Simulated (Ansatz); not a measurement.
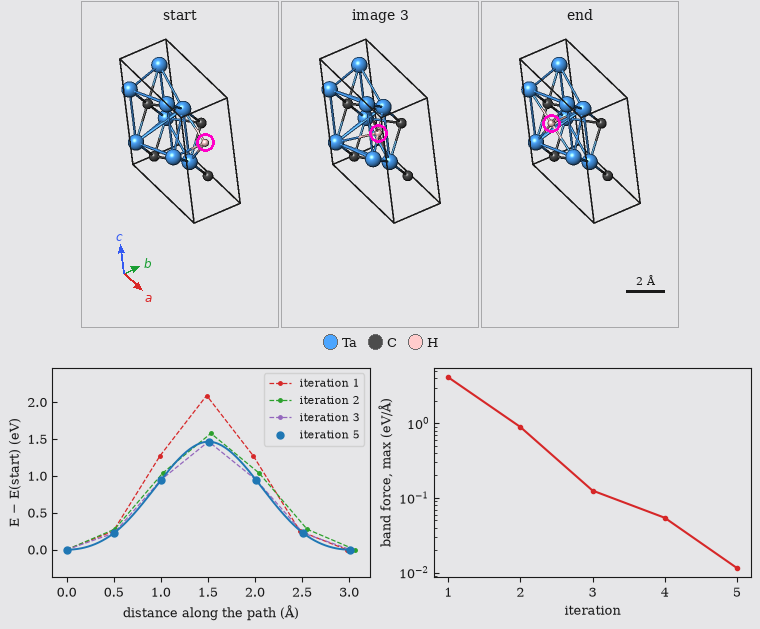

A nudged-elastic-band calculation for a defect cell of composition Ta$_{8}$HC$_{4}$ (13 atoms in the cell). Images are numbered from 0 (start) to 6 (end). The plot follows the band through its iterations. Style: ball-and-stick. Shown: the reduced simulation cell (origin moved), slightly off an axis. The moving atom is ringed, with any periodic copies. Lengths and directions refer to the drawn axes. Bonds to atoms that aren't drawn are left out.

Theory: DFT PBEsol, scalar-relativistic, plane waves, PAW (Ansatz).

Input file:
```yaml
crystal:
  lattice:
    - [1.5476503499, -2.6806090383, 4.9210802891]
    - [1.5476503499, -2.6806090383, -4.9210802891]
    - [3.0953006998, 5.3612180767, 0.0]
  atoms:
    - { symbol: Ta, position: [0.4595616311, 0.2084077603, 0.1664664195] }
    - { symbol: Ta, position: [0.9580572853, 0.7069033888, 0.1664664394] }
    - { symbol: Ta, position: [0.4594431264, 0.2058877899, 0.66533241] }
    - { symbol: Ta, position: [0.9577789224, 0.7069802052, 0.6647605227] }
    - { symbol: Ta, position: [0.0405503446, 0.2941103066, 0.3346621697] }
    - { symbol: Ta, position: [0.5422245293, 0.7930168182, 0.3352427847] }
    - { symbol: Ta, position: [0.0404383689, 0.2915915662, 0.8335363398] }
    - { symbol: Ta, position: [0.5419434214, 0.7930966112, 0.8335363547] }
    - { symbol: C, position: [0.4990935015, 0.499095061, 0.4999999958] }
    - { symbol: C, position: [0.0009033587, 1.0009049367, 0.5000000042] }
    - { symbol: C, position: [0.500845849, 0.498389143, -0.0007637074] }
    - { symbol: C, position: [-0.0008447491, 1.0016106458, 0.0007672092] }
    - { symbol: H, position: [0.249946691, 0.7499587619, -8.9576e-05] }
basis:
  ecutwfc: 420
  xc_grid: 2
kpoints:
  mp_grid: { grid: [5, 5, 5], shift: [0.0, 0.0, 0.0] }
hamiltonian:
  xc: pbesol
scf:
  occupations: { method: gaussian, width: 0.1 }
output:
  forces: true
neb:
  images: 5
  f_tol: 0.05
  max_iterations: 70
  order_check: false
  final_atoms:
    - { symbol: Ta, position: [0.4580565786, 0.2069033888, 0.1664636453] }
    - { symbol: Ta, position: [0.9595616311, 0.7084084338, 0.1664636602] }
    - { symbol: Ta, position: [0.4577754707, 0.2069831818, 0.6647572153] }
    - { symbol: Ta, position: [0.9594496554, 0.7058896934, 0.6653378303] }
    - { symbol: Ta, position: [0.0422210776, 0.2930197948, 0.3352394773] }
    - { symbol: Ta, position: [0.5405568736, 0.7941122101, 0.33466759] }
    - { symbol: Ta, position: [0.0419427147, 0.2930966112, 0.8335335606] }
    - { symbol: Ta, position: [0.5404383689, 0.7915922397, 0.8335335805] }
    - { symbol: C, position: [0.5009064985, 0.500904939, 0.5000000042] }
    - { symbol: C, position: [-0.0009033587, 0.9990950633, 0.4999999958] }
    - { symbol: C, position: [0.499154151, 0.501610857, 0.0007637074] }
    - { symbol: C, position: [0.0008447491, 0.9983893542, -0.0007672092] }
    - { symbol: H, position: [-0.249946691, 0.2500412381, 8.9576e-05] }
```

Run as
```bash
ansatz run input.yaml --threads 4 --pin off --max-ram 10240MiB --backend cpu --events-out ev --progress --plain --runs-dir out
```

Q: How did the profile develop, and is the result final?

A: The run is converged, with reservations. The band converged in 5 iterations. The largest component of the band force went from 4.1 to 0.012 eV/Å. The climbing image converged on the top of the path. Its curvatures weren't checked. The first iteration put the highest image at 2.09 eV. The barrier is about 1.46 eV in both directions, with image 3 at the top; the ends have the same energy.

Limits of the set-up: the periodic images lie only 5.8 Å apart, so the values are limited by the cell's size.

Cost: 15 min on 4 threads of Intel(R) Xeon(R) Processor @ 2.50GHz (Skylake/Cascade Lake) (shared host), peak memory 3.1 GiB.
